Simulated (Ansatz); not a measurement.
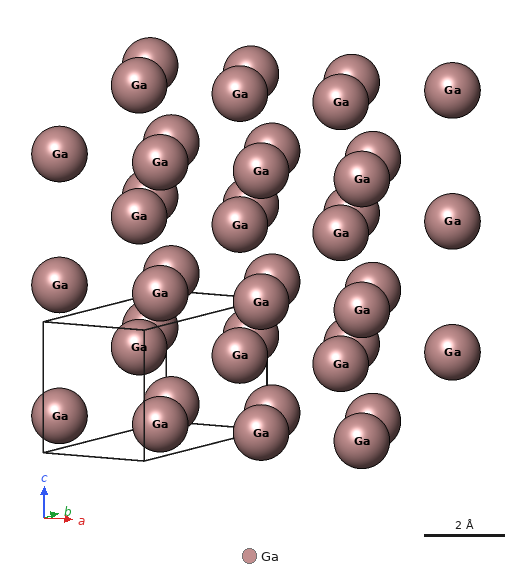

This is crystalline Ga (set up in C2/c). A spheres-only model of the conventional cell (2 times the calculation's cell), repeated 3 × 1 × 3 with one cell outlined, seen slightly off an axis. Lengths and directions refer to the drawn axes.

Level of theory: DFT, PBE, all-electron PAW with datasets made for the crystal, scalar-relativistic in Ansatz 0.2.0. Settings: plane-wave cutoff 240 eV; k-point mesh 14 × 14 × 11; occupations fermi dirac; smearing width 0.05 eV; no spin polarisation.

Now this is done to it. All lengths are scaled by +2.0 % (volume +6.0 %), the atoms keeping their fractional coordinates. No relaxation follows.

Q: What does the calculation give for the changed structure?

A: The energy falls by 1.4 meV per atom. Pressure: 1.8 GPa before, −1.1 GPa after. The principal stresses (compression positive) are −1.3 GPa roughly along c and −1.0 GPa across it. The largest forces, 0.16 eV/Å, act on 2 Ga atoms of the calculation's cell. Some distances before and after: Ga–Ga 2.920 → 2.977 Å, Ga–Ga 2.863 → 2.920 Å, Ga–Ga 2.766 → 2.820 Å, Ga–Ga 2.688 → 2.741 Å. The space group stays C2/c (No. 15).

The changed structure in the same view:

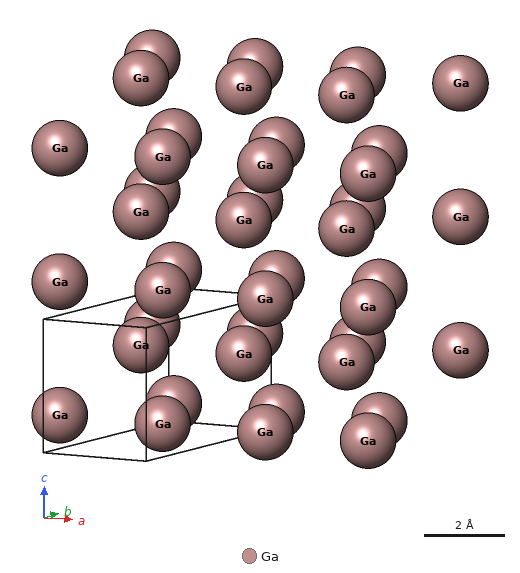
